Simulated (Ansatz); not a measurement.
**Single-point calculation of SnO2**

- system: SnO2 (6 atoms in the cell)
- method: DFT, PBE, plane waves, PAW, no spin polarisation (Ansatz 0.2.0)

The structure derives from an entry of the Crystallography Open Database. Some settings of this run were made unusual or wrong on purpose.

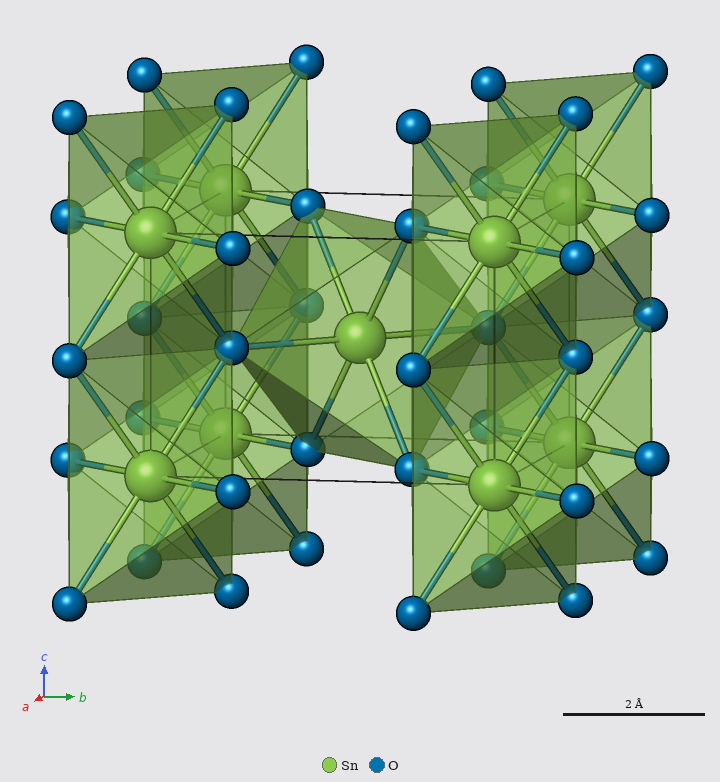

Figure 1. The structure (polyhedral view of the cell of the calculation, seen slightly off an axis; polyhedra are completed across the faces of the cell). An atom can appear more than once, as a periodic image.

What the run reported:

| quantity | value |
| --- | --- |
| outcome | converged |
| space group (tolerance 0.01 Å) | P4₂/mnm (136) |
| electrons treated | 52 |
| free energy | −14309.5345 eV |
| Fermi energy | 6.184 eV |
| gap on the k-point mesh | 0.22 eV |
| pressure | 13.90 GPa |
| largest force (length of the vector) | 0.545 eV/Å |
| hardware | 2 threads of AMD EPYC (Zen 3), 189 GiB of memory available, shared host |
| wall time | 1.1 s (CPU time 1.6 s) |
| peak memory | 0.3 GiB |

The input was spoiled on purpose: one k-point for a small cell (`kpoints.mp_grid.grid`). One point cannot sample the zone of a small cell. The run converged all the same; its numbers are those of the faulty input and shouldn't be used. So coarse a mesh can miss the band edges, so the true gap of this method can be much smaller, or zero.

Input:
```yaml
crystal:
  lattice:
    - [5.0208131959, 0.0, 0.0]
    - [0.0, 5.0208131959, 0.0]
    - [0.0, 0.0, 3.4970302158]
  atoms:
    - { symbol: Sn, position: [0.0, 0.0, 0.0] }
    - { symbol: Sn, position: [0.5, 0.5, 0.5] }
    - { symbol: O, position: [0.3066050863, 0.3066050863, 0.0] }
    - { symbol: O, position: [0.1933949137, 0.8066050863, 0.5] }
    - { symbol: O, position: [0.6933949137, 0.6933949137, 0.0] }
    - { symbol: O, position: [0.8066050863, 0.1933949137, 0.5] }
basis:
  ecutwfc: 420
kpoints:
  mp_grid: { grid: [1, 1, 1] }
hamiltonian:
  xc: pbe
scf:
  occupations: { method: gaussian, width: 0.05 }
  max_iter: 60
output:
  forces: true
  eigenvalues: true
  stress: true
```

Launched with:
```bash
ansatz run input.yaml --threads 2 --pin off --max-ram 5120MiB --backend cpu --events-out ev --progress --plain --runs-dir out
```

Log:
```
Engine: ansatz 0.2.0, x86_64-unknown-linux-gnu
Pseudopotentials: kind: paw
Pseudopotential: Sn, paw, valence charge 14, recommended cutoff 420 eV (normal), Sn.paw.azcp
Pseudopotential: O, paw, valence charge 6, recommended cutoff 420 eV (normal), O.paw.azcp
Functional definition: PBE
  parameter kappa = 0.804
  parameter beta = 0.06672455060314922
  exchange = pbe_x(kappa = kappa, mu = beta*pi^2/3)
  correlation = pbe_c(beta = beta)
Crystal: 6 atoms, lattice volume = 88.155 Å³
Basis set: ecut = 420 eV, 1735 PW (Γ), exchange–correlation on 72×72×48 points (8 copies of the dense FFT grid, shifted against one another)
Bands: 32, of which v1, the nominal top of the filled ones, is band 26 counted from 1 (25 counted from 0)
Symmetry: 16 space group operations
Space group: P42/mnm (ITA 136), of the structure as read, at distance tolerance 4.5e-5 Å
k-points: 1
Non-local potential: Sn, projectors of the file, l = 0: 2, l = 1: 2, l = 2: 2, l = 3: 2
Non-local potential: O, projectors of the file, l = 0: 2, l = 1: 2, l = 2: 1
PAW form: soft (Blöchl's): semilocal exchange-correlation on the pseudo side does not see the compensation charge
PAW one-centre angular grid: Sn, 590 points (default); XC on 64 Gauss nodes
PAW one-centre angular grid: O, 110 points (default); XC on 64 Gauss nodes
Initial density: superposition of atomic densities (neutral atoms: chi_scale 0, normalization atom), corrected by the library's trained network
Initial wavefunctions: pseudopotential atomic-orbital guess
Functional: x = pbe(κ = 0.804, μ = 0.2195149727645171), c = pbe(β = 0.06672455060314922)
SCF iter   1: F=—  HF=-14310.198230 eV  |F-HF|=—  |Δ(HF+E_count)|=         —  Δρ=7.76e-2  dr2=1.59e0  ethr=1.77e-3  ⟨swp⟩=6.0  Hψ=150  notcnv=0
preconditioner: auto → Resta (q_TF=auto, 2.499 Å⁻¹)  ε∞=3.8  [insulator: Δε(μ)=0.576 eV  Ē_g=16.897 eV  σ=0.050 eV  W_gap=1.00  n_scr=18 (ndim 8)  ℏωp=28.5 eV  f_vac=0.058  D(μ)=0.00/eV (n_scr^D=0)  ε∞_Penn≈3.8]
SCF iter   2: F=—  HF=-14309.723423 eV  |F-HF|=—  |Δ(HF+E_count)|=   4.75e-1  Δρ=4.06e-2  dr2=4.78e-1  ethr=1.77e-3  ⟨swp⟩=2.0  Hψ=44  notcnv=0  defer=2
SCF iter   3: F=—  HF=-14309.537742 eV  |F-HF|=—  |Δ(HF+E_count)|=   1.86e-1  Δρ=4.39e-3  dr2=1.68e-2  ethr=9.20e-4  ⟨swp⟩=2.0  Hψ=50  notcnv=0
automatic band count: iteration 3 solves 30 bands in place of 32: the levels show a gap, and the empty bands left out lie too high to hold charge; the band table lists the bands solved (type scf.n_extra_bands for more)
SCF iter   4: F=—  HF=-14309.534435 eV  |F-HF|=—  |Δ(HF+E_count)|=   3.31e-3  Δρ=1.70e-3  dr2=2.49e-3  ethr=3.23e-5  ⟨swp⟩=2.0  Hψ=55  notcnv=0
SCF iter   5: F=—  HF=-14309.534651 eV  |F-HF|=—  |Δ(HF+E_count)|=   2.16e-4  Δρ=6.09e-4  dr2=2.86e-4  ethr=4.79e-6  ⟨swp⟩=2.0  Hψ=42  notcnv=0
SCF iter   6: F=—  HF=-14309.534657 eV  |F-HF|=—  |Δ(HF+E_count)|=   5.80e-6  Δρ=1.21e-4  dr2=1.43e-5  ethr=5.49e-7  ⟨swp⟩=2.0  Hψ=56  notcnv=0
SCF iter   7: F=—  HF=-14309.534462 eV  |F-HF|=—  |Δ(HF+E_count)|=   1.95e-4  Δρ=2.87e-5  dr2=7.37e-7  ethr=2.75e-8  ⟨swp⟩=2.0  Hψ=46  notcnv=0
SCF iter   8: F=-14309.534464 eV  HF=-14309.534464 eV  |F-HF|=2.79e-8  |Δ(HF+E_count)|=   1.72e-6  Δρ=3.67e-6  dr2=1.05e-8  ethr=1.92e-10  ⟨swp⟩=6.0  Hψ=137  notcnv=0
SCF 1 converged in 8 iterations: F = -14309.534464 eV  dr2 = 1.05e-8
  greatest PAW one-centre occupation: 0.995 electrons in one spin orbital (limit 2), on the Sn atom at site 1 (counted from 0), in its partial waves of l = 2
SCF converged after 8 iterations
Free energy (F): -14309.534464 eV
Harris-Foulkes:  -14309.534464 eV  (|F-HF|=2.79e-8)
Internal energy: -14309.534062 eV  (E = F + TS)
E sigma→0 (E₀):  -14309.534263 eV
Entropy (-TS):   -0.000401 eV (-0.067 meV/atom)
Fermi energy:    6.184035 eV
--- Per-component energies (eV) ---
  E_band       = -229.412053
  E_kinetic    = 1075.384698
  E_local      = -3256.060761  (includes V_loc(G=0)·N_el)
  E_nonlocal   = 130.958855
  E_hartree    = 1623.376558
  E_xc         = -1057.596283
  E_vxc        = -565.313356  (∫ρ·V_xc dr)
  E_paw        = -8909.779697  (= ΣΔE_a)
  E_vpaw       = -861.142766  (= ΣTr[D̂ρ^β])
  E_aug_tail   = 0.009274  (compensation charges beyond the density's cutoff)
  E_ewald      = -3915.826706
  E_smearing   = -0.000401  (= −TS)
  E_closure    = 0.000000  (closes the sum)
  Σ components = -14309.534464   (vs F -14309.534464, Δ=0.00e0)
--- Forces (eV/Å), atoms counted from 1 ---
  atom   1  Sn     0.00000000     0.00000000     0.00000000
  atom   2  Sn     0.00000000    -0.00000000     0.00000000
  atom   3  O     -0.38520901    -0.38520901     0.00000000
  atom   4  O      0.38520901    -0.38520901     0.00000000
  atom   5  O      0.38520901     0.38520901     0.00000000
  atom   6  O     -0.38520901     0.38520901     0.00000000
  max |Σ_I F_I| component: 5.55e-17 eV/Å
--- Stress (GPa, compression-positive) ---
       11.802010       0.000000       0.000000
        0.000000      11.802010       0.000000
        0.000000       0.000000      18.094781
  P = ⅓ Tr σ = 13.8996 GPa (138.996 kbar)
--- Band table (eV) ---
  k-point 0: bands = ["-13.4124", "-12.9886", "-12.9876", "-12.9229", "-12.9229", "-12.9014", "-12.8859", "-12.8622", "-12.7178", "-12.7178", "-10.9745", "-9.7078", "-9.7078", "-8.6811", "-0.4011", "3.5003", "3.5003", "3.5461", "4.0173", "4.9773", "5.2553", "5.7073", "5.7073", "5.9007", "5.9007", "6.0728", "6.2952", "11.1362", "12.0203", "12.0203"]
```
